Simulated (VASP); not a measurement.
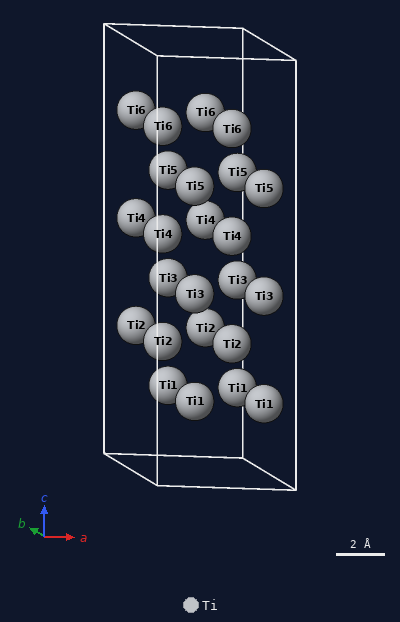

*The structure (spheres-only view of the 2 × 2 repeat of the cell, with the vacuum cut short, seen slightly off an axis; atoms are numbered from 1 in the order of the input).*

Workfunction calculation of Ti (part 1 of 2)

The run: workfunction calculation of Ti (slab, 6 atoms in the cell). Method and program: Kohn-Sham DFT of a periodic cell, PBE, VASP PAW PBE potentials, recommended, no spin polarisation (VASP 6.6.1).

The structure derives from an entry of the Crystallography Open Database. It belongs to a series of runs on one base structure; here: the (0 0 1) slab of Ti, cut from the database cell, not relaxed.

## OSZICAR
```
N       E                     dE             d eps       ncg     rms          rms(c)
DAV:   1     0.945326034481E+03    0.94533E+03   -0.39678E+04  1308   0.183E+03
DAV:   2     0.824665019170E+02   -0.86286E+03   -0.85321E+03  1219   0.572E+02
DAV:   3    -0.285549739597E+02   -0.11102E+03   -0.10853E+03  1932   0.177E+02
DAV:   4    -0.511803729005E+02   -0.22625E+02   -0.22406E+02  1776   0.648E+01
DAV:   5    -0.532809690197E+02   -0.21006E+01   -0.20940E+01  1928   0.186E+01    0.205E+01
DAV:   6    -0.115706237145E+03   -0.62425E+02   -0.56553E+02  1996   0.907E+01    0.532E+01
DAV:   7    -0.388823432397E+02    0.76824E+02   -0.49387E+02  1749   0.584E+01    0.101E+01
DAV:   8    -0.485858608190E+02   -0.97035E+01   -0.12809E+02  1733   0.351E+01    0.150E+01
DAV:   9    -0.456303165250E+02    0.29555E+01   -0.27806E+01  1656   0.176E+01    0.639E+00
DAV:  10    -0.456307528922E+02   -0.43637E-03   -0.24671E+00  1752   0.570E+00    0.622E+00
DAV:  11    -0.453153316111E+02    0.31542E+00   -0.91899E-01  1672   0.395E+00    0.456E+00
DAV:  12    -0.451751139672E+02    0.14022E+00   -0.87646E-01  1632   0.546E+00    0.305E+00
DAV:  13    -0.450358054544E+02    0.13931E+00   -0.99759E-01  1760   0.572E+00    0.832E-01
DAV:  14    -0.450486871544E+02   -0.12882E-01   -0.17753E-01  1757   0.262E+00    0.782E-01
DAV:  15    -0.450407045061E+02    0.79826E-02   -0.89690E-02  1744   0.242E+00    0.271E-01
DAV:  16    -0.450401019802E+02    0.60253E-03   -0.67215E-03  1648   0.602E-01    0.187E-01
DAV:  17    -0.450399511989E+02    0.15078E-03   -0.92053E-04  1880   0.189E-01    0.125E-01
DAV:  18    -0.450398130892E+02    0.13811E-03   -0.17674E-03  1847   0.286E-01    0.417E-02
DAV:  19    -0.450397984152E+02    0.14674E-04   -0.26446E-04  1645   0.108E-01    0.309E-02
DAV:  20    -0.450398056847E+02   -0.72695E-05   -0.19344E-04  1919   0.774E-02    0.144E-02
DAV:  21    -0.450398394549E+02   -0.33770E-04   -0.47365E-05  1856   0.416E-02    0.180E-02
DAV:  22    -0.450398658335E+02   -0.26379E-04   -0.20185E-05  1773   0.425E-02    0.122E-02
DAV:  23    -0.450399006105E+02   -0.34777E-04   -0.18306E-05  1551   0.188E-02    0.358E-03
DAV:  24    -0.450399377217E+02   -0.37111E-04   -0.61841E-06  1565   0.161E-02    0.448E-03
DAV:  25    -0.450399595681E+02   -0.21846E-04   -0.63124E-06  1583   0.184E-02    0.479E-03
DAV:  26    -0.450399675407E+02   -0.79726E-05   -0.14363E-06  1135   0.754E-03    0.213E-03
DAV:  27    -0.450399698623E+02   -0.23216E-05   -0.66385E-07  1151   0.449E-03    0.889E-04
DAV:  28    -0.450399707430E+02   -0.88070E-06   -0.90431E-08   813   0.295E-03    0.712E-04
DAV:  29    -0.450399711628E+02   -0.41981E-06   -0.48133E-08   797   0.169E-03    0.328E-04
DAV:  30    -0.450399712724E+02   -0.10959E-06   -0.44347E-08   805   0.114E-03    0.287E-04
DAV:  31    -0.450399712924E+02   -0.19969E-07   -0.11645E-08   773   0.735E-04
   1 F= -.45039971E+02 E0= -.45035791E+02  d E =-.836081E-02
```

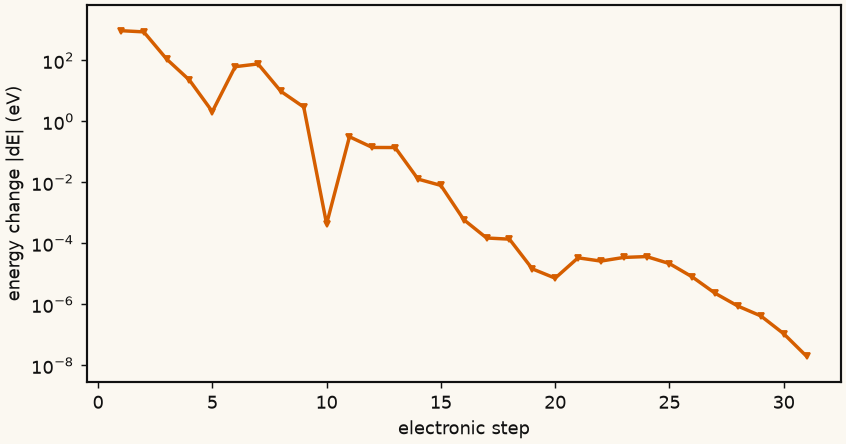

*Convergence of the self-consistent field: energy change |dE| against the electronic step.*

It takes 31 electronic steps. The density is held fixed in the first few steps, and dE rises again when its update begins.

## Parts of OUTCAR
```
SYSTEM = Ti
   EDIFF = 1E-7
   ENCUT = 520
   GGA = PE
   ISIF = 2
   ISMEAR = 0
   LASPH = .True.
   LREAL = .False.
   NELM = 100
   PREC = Accurate

 ion  position               nearest neighbor table
   1  0.667  0.333  0.281-   2 2.90   2 2.90   2 2.90
   2  0.333  0.667  0.368-   1 2.90   1 2.90   3 2.90   3 2.90   1 2.90   3 2.90
   3  0.667  0.333  0.456-   2 2.90   2 2.90   2 2.90   4 2.90   4 2.90   4 2.90
   4  0.333  0.667  0.544-   5 2.90   5 2.90   5 2.90   3 2.90   3 2.90   3 2.90
   5  0.667  0.333  0.632-   6 2.90   6 2.90   4 2.90   4 2.90   6 2.90   4 2.90
   6  0.333  0.667  0.719-   5 2.90   5 2.90   5 2.90

  LATTYP: Found a hexagonal cell.
 ALAT       =     2.9499978604
 C/A-ratio  =     9.0559387716

  Lattice vectors:

 A1 = (   2.9499978604,   0.0000000000,   0.0000000000)
 A2 = (  -1.4749989302,   2.5547730882,   0.0000000000)
 A3 = (   0.0000000000,   0.0000000000,  26.7150000000)

Analysis of symmetry for initial positions (statically):
=====================================================================
 Subroutine PRICEL returns:
 Original cell was already a primitive cell.

 Routine SETGRP: Setting up the symmetry group for a
 hexagonal supercell.

 Subroutine GETGRP returns: Found 12 space group operations
 (whereof 12 operations were pure point group operations)
 out of a pool of 24 trial point group operations.

The static configuration has the point symmetry D_3d.

Analysis of symmetry for dynamics (positions and initial velocities):
=====================================================================
 Subroutine PRICEL returns:
 Original cell was already a primitive cell.

 Routine SETGRP: Setting up the symmetry group for a
 hexagonal supercell.

 Subroutine GETGRP returns: Found 12 space group operations
 (whereof 12 operations were pure point group operations)
 out of a pool of 24 trial point group operations.

The dynamic configuration has the point symmetry D_3d.

 Subroutine INISYM returns: Found 12 space group operations
 (whereof 12 operations are pure point group operations),
 and found     1 'primitive' translations

----------------------------------------------------------------------------------------

                                     Primitive cell

  volume of cell :     201.3396

  direct lattice vectors                    reciprocal lattice vectors
     2.949997860  0.000000000  0.000000000     0.338983297  0.195712098  0.000000000
    -1.474998930  2.554773088  0.000000000     0.000000000  0.391424195  0.000000000
     0.000000000  0.000000000 26.715000000     0.000000000  0.000000000  0.037432154

  length of vectors
     2.949997860  2.949997860 26.715000000     0.391424195  0.391424195  0.037432154

  position of ions in fractional coordinates (direct lattice)
     0.666666667  0.333333333  0.280741157
     0.333333333  0.666666667  0.368444694
     0.666666667  0.333333333  0.456148231
     0.333333333  0.666666667  0.543851769
     0.666666667  0.333333333  0.631555306
     0.333333333  0.666666667  0.719258843

  ion indices of the primitive-cell ions
   primitive index   ion index
                 1           1
                 2           2
                 3           3
                 4           4
                 5           5
                 6           6

----------------------------------------------------------------------------------------

 KPOINTS: k-points

Automatic generation of k-mesh.
 Grid dimensions read from file:
 generate k-points for:   10   10    1

 Generating k-lattice:

  Cartesian coordinates                     Fractional coordinates (reciprocal lattice)
     0.033898330  0.019571210  0.000000000     0.100000000 -0.000000000  0.000000000
     0.000000000  0.039142420  0.000000000     0.000000000  0.100000000  0.000000000
     0.000000000  0.000000000  0.037432154     0.000000000  0.000000000  1.000000000

  Length of vectors
     0.039142420  0.039142420  0.037432154

  Shift w.r.t. Gamma in fractional coordinates (k-lattice)
     0.000000000  0.000000000  0.000000000

 Subroutine IBZKPT returns following result:
 ===========================================

 Found     14 irreducible k-points:

 Following reciprocal coordinates:
            Coordinates               Weight
  0.000000  0.000000  0.000000      1.000000
  0.100000  0.000000  0.000000      6.000000
  0.200000  0.000000  0.000000      6.000000
  0.300000  0.000000  0.000000      6.000000
  0.400000  0.000000  0.000000      6.000000
  0.500000  0.000000  0.000000      3.000000
  0.100000  0.100000  0.000000      6.000000
  0.200000  0.100000  0.000000     12.000000
  0.300000  0.100000  0.000000     12.000000
  0.400000  0.100000  0.000000     12.000000
  0.200000  0.200000  0.000000      6.000000
  0.300000  0.200000  0.000000     12.000000
  0.400000  0.200000  0.000000      6.000000
  0.300000  0.300000  0.000000      6.000000
   k-points           NKPTS =     14   k-points in BZ     NKDIM =     14   number of bands    NBANDS=     43
   number of dos      NEDOS =    301   number of ions     NIONS =      6
   total plane-waves  NPLWV = 115200
   dimension x,y,z NGX =    24 NGY =   24 NGZ =  200
   dimension x,y,z NGXF=    48 NGYF=   48 NGZF=  400
   ions per type =               6
   NGX,Y,Z   is equivalent  to a cutoff of  13.53, 13.53, 12.45 a.u.
   NGXF,Y,Z  is equivalent  to a cutoff of  27.05, 27.05, 24.89 a.u.
 SYSTEM =  Ti
   PREC   = accura    normal or accurate (medium, high low for compatibility)
   ISTART =      0    job   : 0-new  1-cont  2-samecut
   ICHARG =      2    charge: 1-file 2-atom 10-const
   ISPIN  =      1    spin polarized calculation?
   LNONCOLLINEAR =      F non collinear calculations
   LSORBIT =      F    spin-orbit coupling
   LASPH  =      T    aspherical Exc in radial PAW
   ENCUT  =  520.0 eV  38.22 Ry    6.18 a.u.   5.49  5.49 49.67*2*pi/ulx,y,z
   NELM   =    100;   NELMIN=  2; NELMDL= -5     # of ELM steps
   EDIFF  = 0.1E-06   stopping-criterion for ELM
   LREAL  =      F    real-space projection
   EDIFFG = 0.1E-05   stopping-criterion for IOM
   NSW    =      0    number of steps for IOM
   IBRION =     -1    ionic relax: 0-MD 1-quasi-New 2-CG
   NFREE  =      0    steps in history (QN), initial steepest desc. (CG)
   ISIF   =      2    stress and relaxation
   ISYM   =      2    0-nonsym 1-usesym 2-fastsym
   POTIM  = 0.5000    time-step for ionic-motion
   TEBEG  =    0.0;   TEEND  =   0.0 temperature during run
   PSTRESS=    0.0 pullay stress
   NELECT =      72.0000    total number of electrons
   NUPDOWN=      -1.0000    fix difference up-down
   EMIN   =  10.00;   EMAX   =-10.00  energy-range for DOS
   EFERMI =   0.00;   METHOD = LEGACY
   ISMEAR =     0;   SIGMA  =   0.05  broadening in eV -4-tet -1-fermi 0-gaus
   EFERMI_NEDOS =   21; number of points for ismear=-14 and -15
   IALGO  =     38    algorithm
   IMIX   =      4    mixing-type and parameters
     AMIX     =   0.40;   BMIX     =  1.00
     AMIX_MAG =   1.60;   BMIX_MAG =  1.00
  volume/ion in A,a.u.               =      33.56       226.45
  Fermi-wavevector in a.u.,A,eV,Ry     =   1.162008  2.195877 18.371450  1.350263
  Thomas-Fermi vector in A             =   2.298574
   LORBIT       =      0    0 simple, 1 ext, 2 COOP (PROOUT), +10 PAW based schemes
   GGA     = PE    functional components
   LHFCALC =     F    Hartree Fock is set to
   AEXX    =    0.0000 exact exchange contribution
   IVDW    =     0    specifies the selected vdW correction
   LEPSILON=     F    determine dielectric tensor
   LRPA    =     F    only Hartree local field effects (RPA)
 non-spin polarized calculation
 Gauss-broadening in eV      SIGMA  =   0.05
  energy-cutoff  :      520.00
  volume of cell :      201.34
 maximum number of plane-waves:      5535
 NGX is ok and might be reduce to    24
   NGX = 11   NGY = 11   NGZ = 99

 number of electron      72.0000002 magnetization

 dipolmoment           0.000000      0.000000      0.000000 electrons x Angstroem

 Free energy of the ion-electron system (eV)
  ---------------------------------------------------
  ext. energy  EPLUGINS =         0.00000000
  ---------------------------------------------------
  free energy    TOTEN  =       -45.03997129 eV

  energy without entropy =      -45.03161048  energy(sigma->0) =      -45.03579089

 E-fermi :   2.3328     XC(G=0):  -6.7834     alpha+bet : -8.3713

 val. band max:        2.3054459552   @ k =   0.1000   0.1000   0.0000
 cond. band min:       2.3535946730   @ k =   0.1000   0.0000   0.0000
 fundamental gap:      0.0481487178
 Fermi energy:         2.3328160264

 k-point     1 :       0.0000    0.0000    0.0000
  band No.  band energies     occupation
      1     -54.6665      2.00000
      2     -54.6665      2.00000
      3     -54.5276      2.00000
      4     -54.4857      2.00000
      5     -54.4440      2.00000
      6     -54.4225      2.00000
      7     -31.1191      2.00000
      8     -31.0843      2.00000
      9     -30.9788      2.00000
     10     -30.7870      2.00000
     11     -30.6181      2.00000
     12     -30.6181      2.00000
     13     -30.6181      2.00000
     14     -30.6181      2.00000
     15     -30.5935      2.00000
     16     -30.4856      2.00000
     17     -30.4840      2.00000
     18     -30.4840      2.00000
     19     -30.4588      2.00000
     20     -30.4588      2.00000
     21     -30.4299      2.00000
     22     -30.4299      2.00000
     23     -30.4078      2.00000
     24     -30.4078      2.00000
     25      -3.6425      2.00000
     26      -3.1055      2.00000
     27      -2.3536      2.00000
     28      -1.4935      2.00000
     29      -0.7646      2.00000
     30      -0.3885      2.00000
     31       2.2169      1.99896
     32       2.2397      1.99156
     33       2.5111      0.00000
     34       2.6071      0.00000
     35       2.8702      0.00000
     36       2.9304      0.00000
     37       2.9970      0.00000
     38       2.9970      0.00000
     39       3.0011      0.00000
     40       3.0012      0.00000
     41       3.0932      0.00000
     42       3.1024      0.00000
     43       3.1220      0.00000
```
